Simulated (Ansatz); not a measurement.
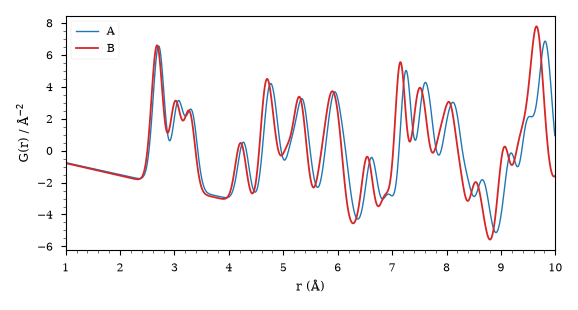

Simulated X-ray pair distribution function, G(r) = R(r)/r − 4πρ₀r, summed over the atomic distances of the structure with each pair weighted by the product of the atomic numbers (X-ray weights at Q = 0); every distance is a Gaussian of σ = 0.10 Å. No termination ripples are included. Both curves are of Mo in space group Fddd, for two cells of different size. A: the input geometry of an electronic-structure calculation (not necessarily at equilibrium); the starting structure was generated, so it need not be a known form of this composition; B: the input geometry of an electronic-structure calculation (not necessarily at equilibrium); the starting structure was generated, so it need not be a known form of this composition.

Q: Which cell is the larger, and by how much?

A: Cell A is larger: the volume of B is 3.9 % below that of A (16.73 and 16.08 Å³ per atom), a mean linear change of -1.3 %. The shortest distance is 2.684 Å in A and 2.653 Å in B.

Q: Give both cells.

A: Cell A: a = 2.684 Å, b = 5.533 Å, c = 9.014 Å, α = 90.00°, β = 90.00°, γ = 90.00°
Cell B: a = 2.653 Å, b = 5.425 Å, c = 8.936 Å, α = 90.00°, β = 90.00°, γ = 90.00°
